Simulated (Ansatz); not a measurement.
## Electronic structure of GaP in real space

```
Ga P
1.0
     3.52445    0.00000    0.00000
     0.00000    3.52445    0.00000
     0.00000    0.00000    2.85753
Ga P
1 1
Direct
  0.00000 0.00000 0.00000
  0.50000 0.50000 0.50000
```

Space group P4/mmm; a generated structure, not necessarily the stable one; computed pressure about −4 GPa in this cell.

Method: Kohn-Sham DFT of a periodic cell, PBE, Ansatz PAW in Ansatz.

The density is the valence pseudo-density of a PAW calculation; it isn't the true density close to the nuclei.

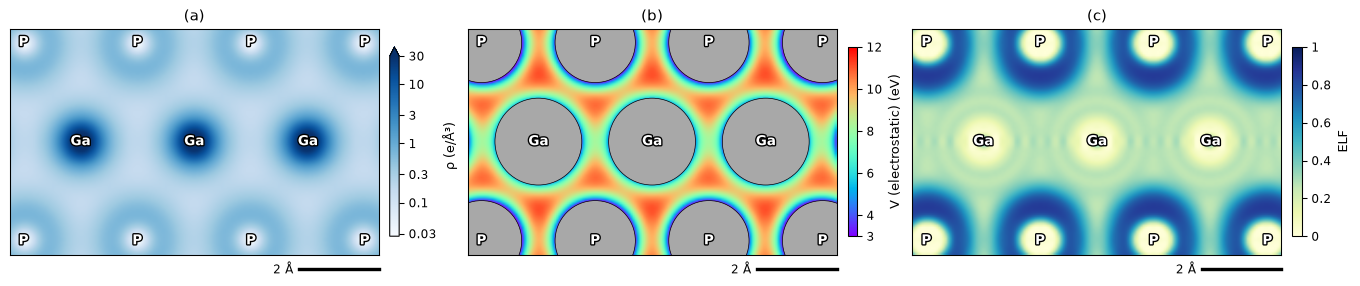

Figure 1. (a) valence electron density; (b) electrostatic potential (local pseudopotential plus Hartree) felt by an electron; (c) ELF on the (11̄0) plane of the conventional cell. Grey discs cover the atomic cores in the potential map.

### Read the bonding off the picture.

- Atoms in the plane: Ga and P.
- Ga–Ga (2.86 Å): the density is about 0.19 e/Å³ at the midpoint; the ELF is about 0.25 at the midpoint: no localised pair shows between them.
- Ga–P (2.87 Å): the density is about 0.22 e/Å³ at the midpoint; the ELF peaks at about 0.85 in the valence shell of P, 0.8 Å from its nucleus, and drops to about 0.25 between the two atoms.
- Between the atoms the lowest density in this plane is 0.15 e/Å³.
- The features right at Ga lie inside the PAW spheres, where the map follows smoothed inner orbitals and isn't to be read closely.
- Outside the cores the potential energy rises away from the atoms and is highest about 1.6 Å from the nearest atoms; its zero is arbitrary.

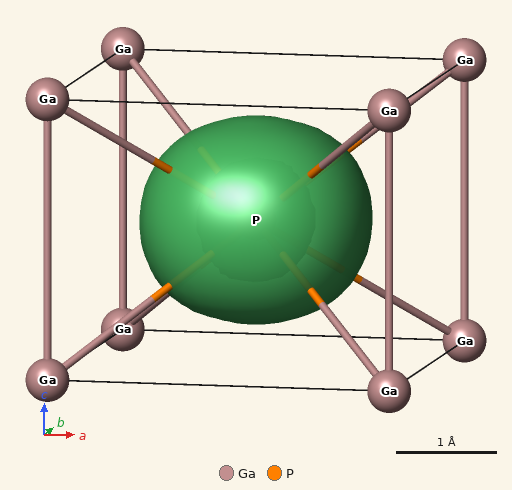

Figure 2. Isosurface of the electron localisation function at 0.65 (green), seen slightly off an axis. Core shells and regions of very low density are left out. Sticks mark near contacts.

### What do the ELF domains correspond to?

At this value the surface marks out one region wrapped around P (its valence shell), counted in one cell of 2 atoms. Regions shared between cells count once.

### Metal or insulator at this level of theory?

It is metallic or semimetallic at this level of theory: no gap opens.
